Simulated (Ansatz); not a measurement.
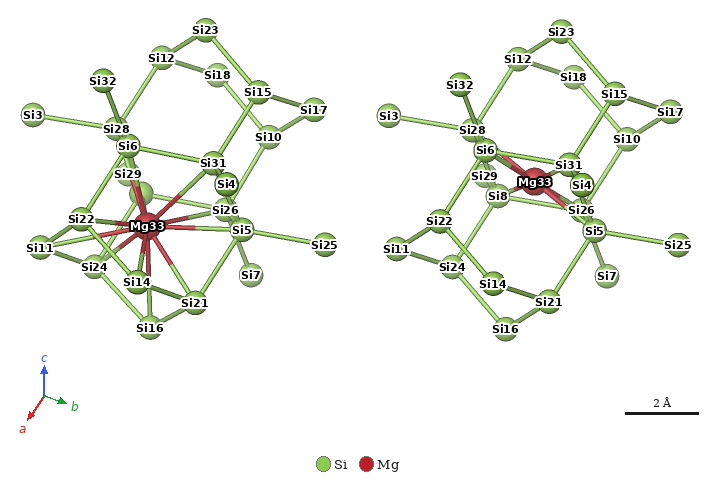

Two geometries of a defect cell of composition MgSi$_{32}$ (cell charge +2), drawn at one scale. One is the start of a relaxation, the other its converged end. The picture is a ball-and-stick view of the atoms within 5.0 Å of the atom that moves most (axes of the conventional cell (2 times the calculation's cell) (origin shifted)), seen from a free direction. Lengths and directions refer to the drawn axes.

The calculation used Ansatz, DFT PBE, scalar-relativistic, plane waves, PAW. (plane-wave cutoff 420 eV; k-point mesh 2 × 2 × 2; occupations gaussian; smearing width 0.02 eV; mesh shifted by (0.5, 0.5, 0.5); no spin polarisation; atoms relaxed in a fixed cell; force threshold 0.02 eV/Å; at most 60 steps)

### Which one is relaxed?

The left one is the relaxed one. Case: Mg interstitial, charge +2, atoms relaxed. Over 11 accepted moves (12 points after the start) the energy falls by 3.381 eV per cell of the calculation. The largest force component goes from 3.9 to 0.0074 eV/Å. 1 step only repeated the SCF at the same geometry. The atom that moves furthest is Mg33 (1.54 Å along +a). Largest moves by element: Mg 1.54 Å, Si 0.13 Å. The cell stays as it was. Some distances before and after: Si11–Mg33 4.231 → 2.990 Å, Si16–Mg33 4.181 → 2.990 Å, Si22–Mg33 3.601 → 2.624 Å, Si21–Mg33 3.542 → 2.625 Å. New bonds form: Si11–Mg33 (4.23 → 2.99 Å), Si14–Mg33 (4.23 → 2.99 Å), Si16–Mg33 (4.18 → 2.99 Å). Among the angles between lasting bonds that change: Si6–Mg33–Si26 179.3° → 110.8°, Si5–Mg33–Si28 177.0° → 110.4°, Si21–Si5–Mg33 100.3° → 62.2°. The run took 2.9 min on 4 threads of Arm Neoverse V1, on a shared host, peak memory 1.5 GiB.

Limits of the set-up: the cell is charged, on a uniform background, and energies carry no finite-size correction.
